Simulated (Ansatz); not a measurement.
**Single-point calculation, with input and output: Sn (part 2 of 2)**

Sn (slab, 17 atoms in the cell); DFT, PBEsol, plane waves, PAW, no spin polarisation (Ansatz 0.2.0); cutoff 80 eV, 6×5×1 k-mesh, Gaussian smearing of 0.1 eV. The structure derives from an entry of the Crystallography Open Database. Some settings of this run were made unusual or wrong on purpose.

Geometry of the input (Å; fractional positions):
```
6.5416  0.0000  0.0000
-3.2708  7.3137  0.0000
0.0000  0.0000  26.7019
Sn 0.5477  0.7921  0.2860
Sn 0.3193  0.4280  0.3264
Sn 0.3213  0.0537  0.3298
Sn 0.8786  0.7946  0.3608
Sn -0.0170  0.4843  0.3864
Sn 0.5811  0.1887  0.4186
Sn 0.7058  0.8997  0.4473
Sn 0.2930  0.6003  0.4684
Sn 0.3879  0.3000  0.5000
Sn -0.0073  -0.0004  0.5316
Sn 0.1059  0.7003  0.5527
Sn 0.6921  0.4115  0.5814
Sn 0.7981  0.1157  0.6135
Sn 0.3833  0.8058  0.6392
Sn 0.5660  0.5462  0.6701
Sn 0.1898  0.1717  0.6738
Sn 0.0545  0.8077  0.7140
```

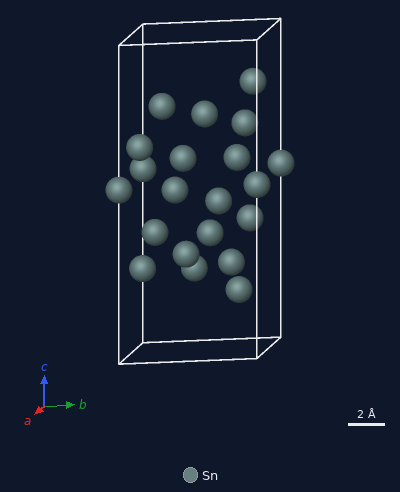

*The structure (spheres-only view of the cell of the calculation, with the vacuum cut short, seen slightly off an axis). An atom can appear more than once, as a periodic image.*

```
SCF converged after 30 iterations
Free energy (F): -94581.978833 eV
Harris-Foulkes:  -94581.978833 eV  (|F-HF|=1.19e-8)
Internal energy: -94581.794224 eV  (E = F + TS)
E sigma→0 (E₀):  -94581.886528 eV
Entropy (-TS):   -0.184609 eV (-10.859 meV/atom)
Fermi energy:    -10.362053 eV
Dipole field:    D = 0.000110 V/Å  (p = 0.000778 e·Å, saw-weighted, corrected)
Work function:   Φ+ = 21.4386 eV (in doubt: plateau slope 3.5e-1 eV/Å)   Φ− = 21.5211 eV (in doubt: plateau slope 2.8e-1 eV/Å)
Levels:          The Fermi level and band energies are counted from a zero that moves with the ramp; work functions are not
Vacuum region:   at the solve's end the planar-averaged density reaches 1.18e-3 e/Å³ inside the ramp window [0.9425, 0.0574] (bound 1e-5 e/Å³)
--- Per-component energies (eV) ---
  E_band       = -3644.813401
  E_kinetic    = 6236.569446
  E_local      = -152469.632716  (includes V_loc(G=0)·N_el)
  E_nonlocal   = 701.467353
  E_hartree    = 73523.868159
  E_xc         = -7736.000888
  E_vxc        = -3263.270083  (∫ρ·V_xc dr)
  E_paw        = -65676.913516  (= ΣΔE_a)
  E_vpaw       = -1894.861135  (= ΣTr[D̂ρ^β])
  E_aug_tail   = -2.813199  (compensation charges beyond the density's cutoff)
  E_efield     = 0.000000  (sawtooth field / dipole correction)
  E_vefield    = -0.000002  (∫n·V_field dr)
  E_ewald      = 50836.818861
  E_core_change = 4.842276  (= ΣΔE_core)
  E_smearing   = -0.184609  (= −TS)
  E_closure    = 0.000000  (closes the sum)
  Σ components = -94581.978833   (vs F -94581.978833, Δ=0.00e0)
--- Forces (eV/Å), atoms counted from 1 ---
  atom   1  Sn     5.08989355    -9.94935904     7.62564074
  atom   2  Sn    -5.14534526     7.80770712     1.25234096
  atom   3  Sn    -3.17648915     2.48589883    12.45232059
  atom   4  Sn     0.37132587     1.68292489     4.03618737
  atom   5  Sn     1.66246975     0.09166235     3.22686688
  atom   6  Sn     2.25662601    -1.73042875    -0.63184820
  atom   7  Sn    -2.63803571    -0.07815932    -1.16332230
  atom   8  Sn     2.27447737     1.05543131     2.57539246
  atom   9  Sn    -0.95838767    -0.18507329     0.38401500
  atom  10  Sn     2.06198083    -0.97571047    -2.93839664
  atom  11  Sn    -2.50859693     0.12138789     1.64005762
  atom  12  Sn     2.76657201     1.85883409    -0.30813665
  atom  13  Sn     1.61292891    -0.20318962    -3.22252733
  atom  14  Sn     0.21282813    -1.61792095    -4.54964510
  atom  15  Sn    -3.66419460    -2.73082414   -12.13015745
  atom  16  Sn    -5.28467866    -7.67552366    -1.16320438
  atom  17  Sn     5.06327801    10.03804982    -7.08878947
  max |Σ_I F_I| component: 4.29e-3 eV/Å
--- Band table (eV; the first three rows and the last of 16) ---
  k-point 0: bands = ["-22.9489", "-22.5635", "-22.0779", "-22.0235", "-22.0049", "-21.7219", "-21.6508", "-21.6429", "-21.5109", "-21.2531", "-21.1782", "-21.1046", "-21.0620", "-20.9341", "-20.8713", "-20.6616", "-20.5881", "-20.4495", "-20.3881", "-20.2434", "-19.9513", "-19.6780", "-19.6576", "-19.5778", "-19.3687", "-19.0046", "-18.5641", "-18.4885", "-18.3068", "-17.9792", "-17.7228", "-17.5501", "-17.4746", "-17.2695", "-17.2596", "-17.1292", "-16.9692", "-16.9434", "-16.8080", "-16.6166", "-16.4717", "-16.4234", "-16.2146", "-16.2039", "-15.9032", "-15.8137", "-15.7776", "-15.6530", "-15.5264", "-15.4551", "-15.3930", "-15.3145", "-15.1245", "-15.0265", "-14.9195", "-14.8272", "-14.7117", "-14.6535", "-14.3524", "-14.3418", "-14.1302", "-14.0765", "-14.0401", "-14.0013", "-13.8196", "-13.7006", "-13.5437", "-13.4353", "-13.1895", "-13.1545", "-13.1291", "-13.0986", "-13.0760", "-13.0063", "-12.9582", "-12.9469", "-12.8464", "-12.7881", "-12.7826", "-12.6909", "-12.6822", "-12.5745", "-12.5561", "-12.5325", "-12.4729", "-12.4388", "-12.3255", "-12.2520", "-12.2176", "-12.0058", "-11.9552", "-11.9425", "-11.8854", "-11.8695", "-11.8013", "-11.7815", "-11.6964", "-11.5999", "-11.4942", "-11.3492", "-11.2511", "-11.2338", "-11.1785", "-11.1435", "-10.9592", "-10.8843", "-10.8549", "-10.8057", "-10.7541", "-10.5969", "-10.5619", "-10.4868", "-10.4660", "-10.4152", "-10.3491", "-10.2979", "-10.2849", "-10.2523", "-10.1237", "-10.0971", "-10.0728", "-10.0124", "-9.9953", "-9.9476", "-9.8842", "-9.8075", "-9.7816", "-9.6347", "-9.5975", "-9.5467", "-9.3755", "-9.3318", "-9.2225", "-9.1974", "-9.1108", "-9.0946", "-9.0067", "-8.8768", "-8.7772", "-8.7395", "-8.6531", "-8.6239", "-8.5837"]
  k-point 1: bands = ["-22.9295", "-22.4788", "-22.2768", "-22.0029", "-21.8255", "-21.6926", "-21.6227", "-21.4246", "-21.2836", "-21.2180", "-21.1642", "-21.1540", "-21.0478", "-20.9796", "-20.8424", "-20.7218", "-20.5065", "-20.4350", "-20.1690", "-20.0314", "-19.7344", "-19.6388", "-19.5953", "-19.2897", "-18.9543", "-18.7978", "-18.6444", "-18.3661", "-18.2260", "-18.0845", "-17.9915", "-17.7122", "-17.6760", "-17.4582", "-17.2417", "-17.1243", "-16.9596", "-16.8827", "-16.7796", "-16.6586", "-16.4465", "-16.3938", "-16.3279", "-16.2376", "-16.1462", "-15.9444", "-15.8834", "-15.7812", "-15.5424", "-15.4199", "-15.3825", "-15.2375", "-15.1406", "-15.0008", "-14.9456", "-14.8958", "-14.7330", "-14.6206", "-14.4399", "-14.3740", "-14.3652", "-14.2360", "-14.1260", "-13.9633", "-13.9000", "-13.8410", "-13.7436", "-13.6342", "-13.4951", "-13.4385", "-13.3663", "-13.3003", "-13.2597", "-13.2437", "-13.1699", "-13.1476", "-13.0570", "-13.0261", "-12.9467", "-12.9096", "-12.8710", "-12.7190", "-12.7145", "-12.6554", "-12.6117", "-12.4801", "-12.4626", "-12.4220", "-12.2866", "-12.2385", "-12.1772", "-12.1064", "-12.0653", "-11.9824", "-11.9388", "-11.8616", "-11.7273", "-11.7029", "-11.6333", "-11.5111", "-11.5037", "-11.4437", "-11.3693", "-11.3464", "-11.2570", "-11.1836", "-11.1147", "-10.9462", "-10.8967", "-10.8457", "-10.7719", "-10.6790", "-10.6284", "-10.5618", "-10.5300", "-10.4662", "-10.4183", "-10.3600", "-10.3075", "-10.2960", "-10.2261", "-10.2184", "-10.1502", "-10.0523", "-10.0062", "-9.8959", "-9.8667", "-9.8453", "-9.7882", "-9.6905", "-9.6063", "-9.5238", "-9.4603", "-9.3575", "-9.2109", "-9.1885", "-9.0969", "-9.0242", "-8.9537", "-8.9209", "-8.7693", "-8.6751", "-8.6407"]
  k-point 2: bands = ["-22.8272", "-22.6974", "-22.4866", "-22.3693", "-22.0822", "-21.8489", "-21.7681", "-21.5946", "-21.4769", "-21.3745", "-21.2946", "-21.0956", "-21.0031", "-20.9578", "-20.8188", "-20.6791", "-20.5092", "-20.4242", "-20.1657", "-20.1529", "-20.0517", "-19.9128", "-19.8309", "-19.6035", "-19.3646", "-19.3180", "-19.0976", "-18.9674", "-18.8914", "-18.5568", "-18.4370", "-18.1824", "-17.8525", "-17.7102", "-17.5337", "-17.4971", "-17.2370", "-16.9704", "-16.8462", "-16.8299", "-16.7283", "-16.5460", "-16.4265", "-16.2877", "-16.1733", "-16.1581", "-16.0626", "-15.9110", "-15.7421", "-15.7222", "-15.5711", "-15.5072", "-15.4366", "-15.3306", "-15.1384", "-15.0145", "-14.8871", "-14.8681", "-14.8040", "-14.7351", "-14.5613", "-14.4392", "-14.3788", "-14.2255", "-14.1071", "-14.0880", "-14.0102", "-13.8265", "-13.7658", "-13.7009", "-13.6203", "-13.4802", "-13.4599", "-13.3457", "-13.2821", "-13.2051", "-13.1961", "-13.0877", "-13.0770", "-13.0699", "-12.9672", "-12.9133", "-12.8709", "-12.8371", "-12.7151", "-12.6793", "-12.6345", "-12.5486", "-12.4495", "-12.3911", "-12.3295", "-12.2083", "-12.1224", "-12.0622", "-12.0006", "-11.9240", "-11.8894", "-11.7745", "-11.7380", "-11.7045", "-11.6099", "-11.5685", "-11.5185", "-11.4178", "-11.3508", "-11.2558", "-11.2163", "-11.1541", "-11.0657", "-11.0211", "-10.9738", "-10.8804", "-10.8093", "-10.7731", "-10.7197", "-10.6064", "-10.5872", "-10.5107", "-10.4861", "-10.4137", "-10.3509", "-10.3413", "-10.2588", "-10.2190", "-10.1344", "-10.0777", "-9.8910", "-9.8641", "-9.8287", "-9.7790", "-9.6955", "-9.6352", "-9.5552", "-9.4544", "-9.4071", "-9.2770", "-9.0793", "-9.0216", "-8.9292", "-8.8702", "-8.8070", "-8.7033", "-8.6766"]
  k-point 15: bands = ["-22.6635", "-22.5117", "-22.3556", "-22.1630", "-21.9716", "-21.8623", "-21.7225", "-21.5877", "-21.3070", "-20.9430", "-20.8124", "-20.7279", "-20.6196", "-20.5024", "-20.4444", "-20.3718", "-20.3483", "-20.2463", "-20.1602", "-20.1031", "-20.0575", "-19.8827", "-19.5571", "-19.3503", "-19.2837", "-18.9866", "-18.7605", "-18.6591", "-18.5115", "-18.4032", "-18.1665", "-18.0949", "-17.8907", "-17.7435", "-17.6237", "-17.5760", "-17.2388", "-17.1161", "-16.9839", "-16.9241", "-16.8309", "-16.6039", "-16.5424", "-16.4304", "-16.3360", "-16.1979", "-16.0451", "-15.9543", "-15.8137", "-15.7563", "-15.6029", "-15.5331", "-15.4211", "-15.3495", "-15.2212", "-15.0266", "-14.9642", "-14.8861", "-14.7676", "-14.7450", "-14.6984", "-14.5159", "-14.4531", "-14.3092", "-14.2353", "-14.1141", "-14.0450", "-13.9373", "-13.8734", "-13.7752", "-13.6890", "-13.5862", "-13.5190", "-13.4259", "-13.3923", "-13.2689", "-13.1964", "-13.1653", "-13.0930", "-13.0105", "-12.9829", "-12.9145", "-12.8662", "-12.8142", "-12.7395", "-12.6690", "-12.6293", "-12.5552", "-12.4677", "-12.4148", "-12.3443", "-12.2562", "-12.2194", "-12.1508", "-12.0656", "-12.0323", "-12.0003", "-11.9490", "-11.8996", "-11.8202", "-11.7994", "-11.7254", "-11.6364", "-11.6190", "-11.4983", "-11.4600", "-11.3979", "-11.3278", "-11.2373", "-11.1795", "-11.1178", "-11.0832", "-11.0520", "-10.9426", "-10.8415", "-10.7715", "-10.6675", "-10.6361", "-10.5650", "-10.4942", "-10.4667", "-10.3654", "-10.3183", "-10.2530", "-10.1808", "-10.0621", "-9.9607", "-9.8328", "-9.7812", "-9.6215", "-9.5590", "-9.4654", "-9.4299", "-9.3651", "-9.2283", "-9.0447", "-9.0177", "-8.9339", "-8.8939", "-8.8305", "-8.7992", "-8.7722", "-8.7311"]
```

## Outcome

- outcome: converged
- electrons treated: 238
- free energy: −94581.9788 eV
- Fermi energy: −10.362 eV
- gap on the k-point mesh: none (metallic)
- largest force (length of the vector): 13.529 eV/Å
- wall time: 11 s (CPU time 43 s)
- peak memory: 0.75 GiB

## What went wrong

This input holds a deliberate fault: a cutoff far too low (`basis.ecutwfc`). The plane-wave basis is far from complete, so energies, forces and above all the stress are wrong. The run converged all the same; its numbers are those of the faulty input and shouldn't be used. Warnings of the run: the cutoff is below the recommended one; the density in the vacuum is higher than it should be, so vacuum levels may be off.
